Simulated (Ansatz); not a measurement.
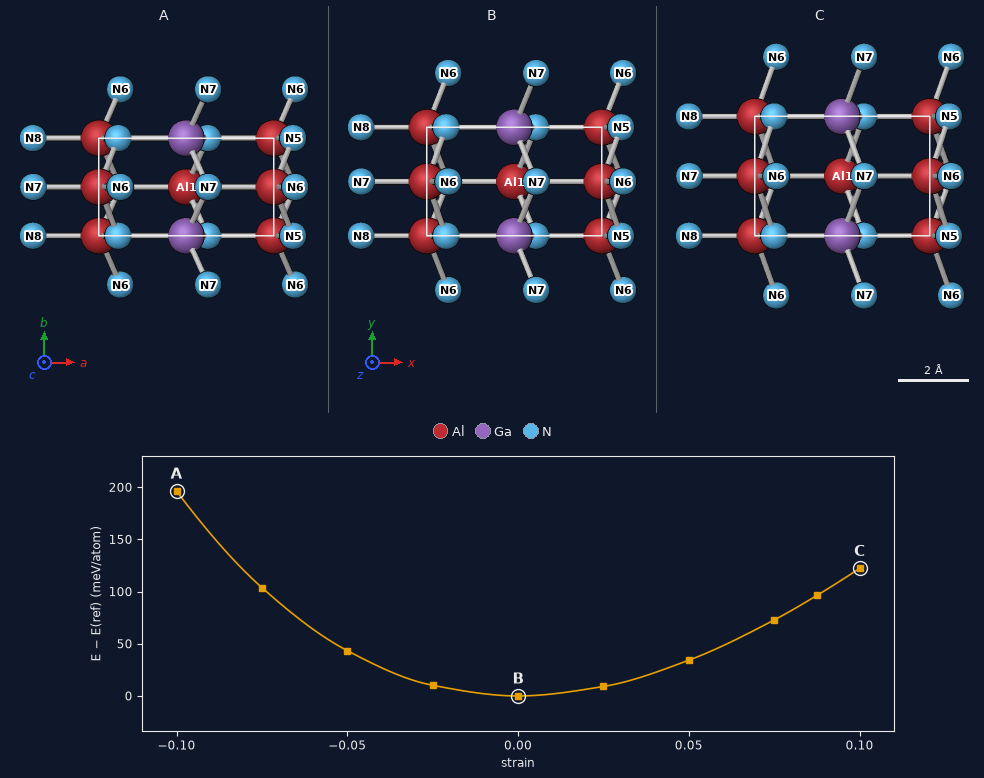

Energy scan for solid Al3GaN4 (Pm), in which the cell is strained along y alone, with the atoms kept at their fractional coordinates. x, y and z are the Cartesian axes of the input. The lettered frames are marked on the plot. Style: ball-and-stick. Shown: the cell of the calculation, along the c axis.

These are results of DFT r2SCAN, scalar-relativistic, plane waves, PAW (Ansatz 0.2.0), not measurements. (plane-wave cutoff 500 eV; k-point mesh 6 × 8 × 4; occupations gaussian; smearing width 0.05 eV; no spin polarisation). Energies (free energies at the smearing named) are counted from the relaxed crystal.

Describe the profile.

Answer. The lowest computed point lies at the strain 0.00 (0.0 meV/atom). The end points stand at 196.3 meV/atom (−0.10) and 122.3 meV/atom (0.10). The distortion keeps the space group Pm. At the strain −0.10 the cell of the drawing goes b 3.125 → 2.812 Å.
